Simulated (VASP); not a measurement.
TiSi2

```cif
data_structure
_symmetry_space_group_name_H-M 'P 1'
_symmetry_Int_Tables_number 1
_cell_length_a 4.7606
_cell_length_b 4.7606
_cell_length_c 4.8869
_cell_angle_alpha 104.207
_cell_angle_beta 104.207
_cell_angle_gamma 119.744
_cell_volume 83.88
loop_
_atom_site_label
_atom_site_type_symbol
_atom_site_fract_x
_atom_site_fract_y
_atom_site_fract_z
_atom_site_occupancy
Ti1 Ti 0.72981 0.24548 0.49582 1
Ti2 Ti 0.50981 0.51188 0.00361 1
Si1 Si 0.41190 0.59878 0.50053 1
Si2 Si 0.08792 0.91094 0.50376 1
Si3 Si 0.15524 0.83538 0.00909 1
Si4 Si 0.85264 0.17242 0.00211 1
```

Space group P1; a structure from a database of computed crystals, not necessarily the ambient phase; changed on purpose from its base cell (atoms moved at random by about 0.05 A); not relaxed (largest force 1.1 eV/Å).

Method: Kohn-Sham DFT of a periodic cell, PBEsol, VASP PAW PBE potentials, recommended (VASP 6.6.1).

What can the converged valence pseudo-density tell about the bonding?

Answer. Si–Si (2.64 Å): ρ is about 0.3 e/Å³ halfway.

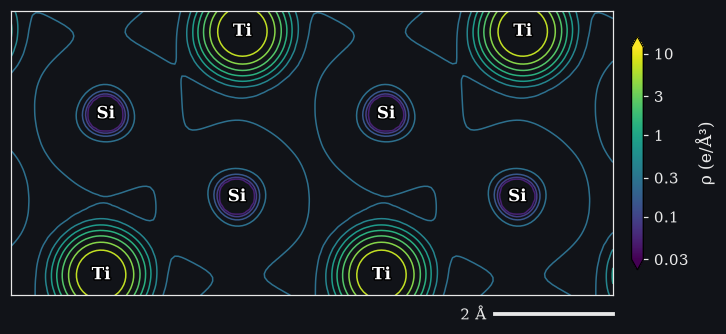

Computed valence pseudo-density on the (001) plane of the conventional cell. 

In a PAW calculation such maps are meaningful between the atoms, not at the nuclei.
